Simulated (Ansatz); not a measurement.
## CoSi2 (space group Fm-3m, No. 225): the states at the Fermi level

```cif
data_structure
_symmetry_space_group_name_H-M 'P 1'
_symmetry_Int_Tables_number 1
_cell_length_a 3.7873
_cell_length_b 3.7873
_cell_length_c 3.7873
_cell_angle_alpha 60.000
_cell_angle_beta 60.000
_cell_angle_gamma 60.000
_cell_volume 38.41
loop_
_atom_site_label
_atom_site_type_symbol
_atom_site_fract_x
_atom_site_fract_y
_atom_site_fract_z
_atom_site_occupancy
Co1 Co 0.00000 0.00000 0.00000 1
Si1 Si 0.25000 0.25000 0.25000 1
Si2 Si 0.75000 0.75000 0.75000 1
```

Level of theory: DFT PBEsol, scalar-relativistic, plane waves, PAW; levels and slopes on a dense k mesh at the converged density (Ansatz). Started with collinear moments, which vanished: the result is non-magnetic and both spins have the same bands. Mesh 34×34×34, interpolated with the band slopes. Cell and positions as given, without relaxation (residual pressure −5 GPa).

## 1. The sheets

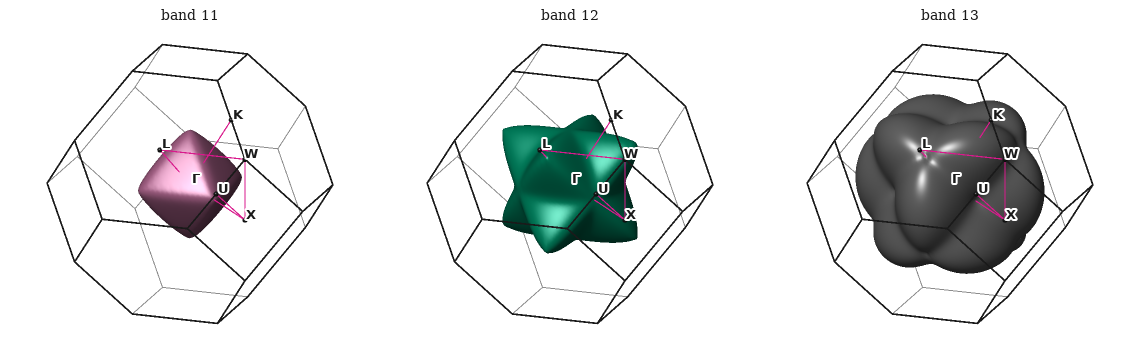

Computed Fermi surface of this crystal. Each panel holds one band. The brighter face of a sheet looks towards empty states.

**Summarise the topology of this Fermi surface.**

Three bands cross the Fermi level; this is a three-dimensional metal.

Band 11: one hole pocket centred at Γ (4.6 % of the zone).
Band 12: one hole pocket centred at Γ (13 % of the zone).
Band 13: one hole pocket centred at Γ (33 % of the zone).

**What does the calculation give for N(E_F) and the Drude plasma frequency?**

The density of states at the Fermi level is 1.0 states/eV per primitive cell. The intraband plasma frequency is 6.3 eV in all directions.

## 2. Quantum oscillations

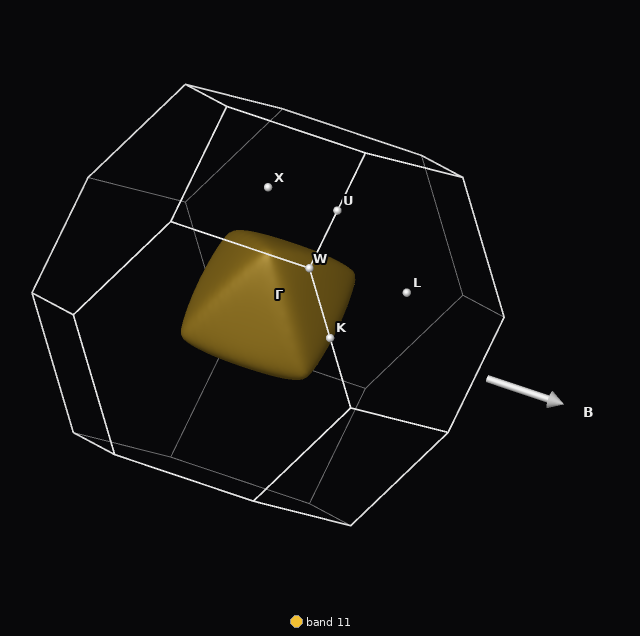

A band of this crystal with a closed pocket at the Fermi level (other bands may have more); the arrow B points along ⟨110⟩. One band is drawn. The brighter face of a sheet looks towards empty states. Conventional cell: a = 5.36 Å, b = 5.36 Å, c = 5.36 Å, α = 90.00°, β = 90.00°, γ = 90.00°.

**Estimate the largest cross-section normal to ⟨110⟩, and the quantum-oscillation frequency for a field along ⟨110⟩, of the pocket of band 11 at Γ.**

The hole pocket of band 11 at Γ: about 0.52 Å⁻², so F = ħA/2πe ≈ 5.5 kT; it holds 0.092 holes per cell.

## 3. Cuts and bands

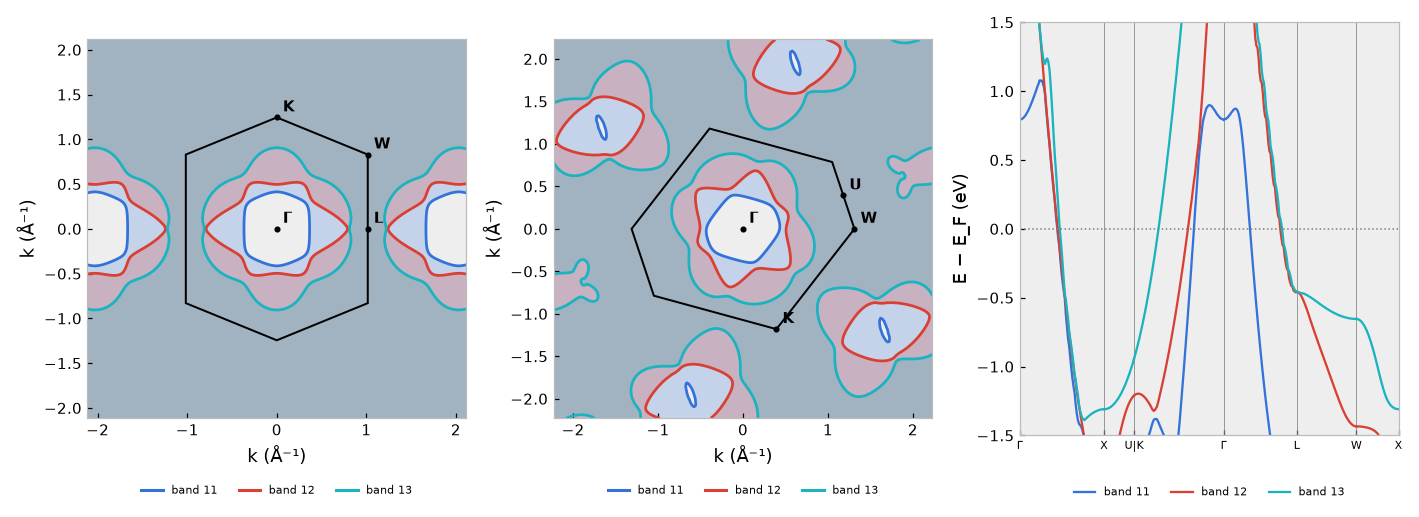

This crystal: cuts through the Fermi surface in the plane through Γ, L and W and the plane through Γ, W and U, filled states shaded, and the bands that cross the Fermi level.

**For each band, read its level at the labelled points (eV from the Fermi level).**

| band | Γ | X | L |
| --- | --- | --- | --- |
| band 11 | +0.79 | below | below |
| band 12 | above | below | −0.46 |
| band 13 | above | −1.31 | −0.46 |

Negative values are filled states; "above" and "below" lie outside the plotted window.

## 4. Weight on the atoms

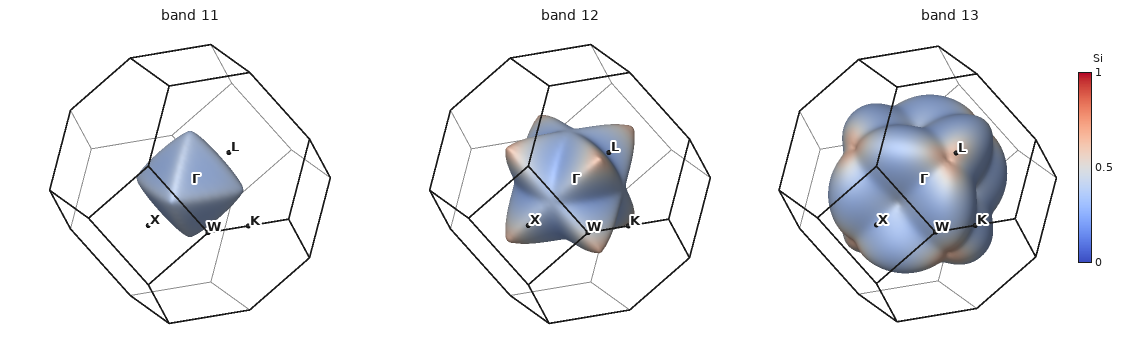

Fermi surface of this crystal, coloured by the weight of the states on Si (Voronoi cells).

**On which elements do the states at the Fermi level lie?**

Band 11: Co (62 %) and Si (38 %). Band 12: Co (59 %) and Si (41 %). Band 13: Co (60 %) and Si (40 %).

## 5. Speeds

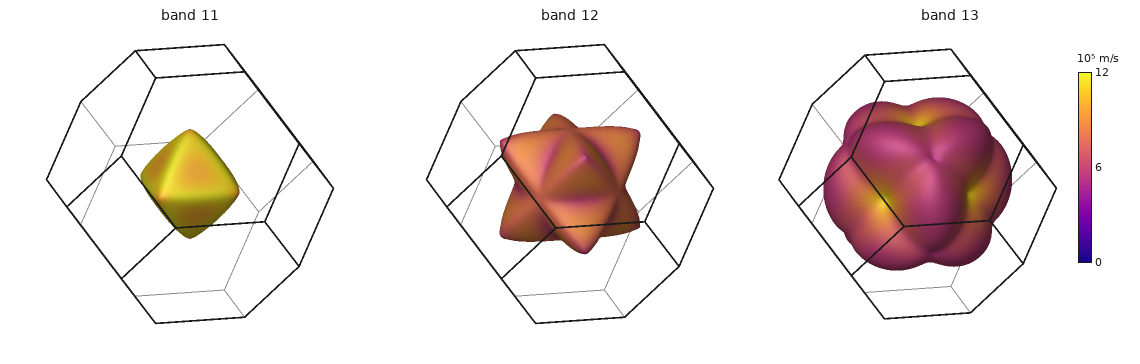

Fermi surface of this crystal, coloured by the Fermi speed.

**Give the range and mean of the Fermi speed for each band.**

Band 11: 10 to 12 × 10⁵ m/s over most of the sheet, 11 × 10⁵ m/s on average over states. Band 12: 6.5 to 8.8 × 10⁵ m/s over most of the sheet, 7.8 × 10⁵ m/s on average over states. Band 13: 5.6 to 9.9 × 10⁵ m/s over most of the sheet, 6.6 × 10⁵ m/s on average over states.

**Which of these bands adds most to the density of states at the Fermi level?**

Band 13, with 0.64 of 1.0 states/eV per cell.

Necks and pockets thinner than about two mesh steps aren't resolved, so separate pockets may in truth be joined.

Time for the whole run: 14 s on 2 threads of AMD EPYC 9R45 (Zen 5), with other jobs on the host, peak memory 0.93 GiB.
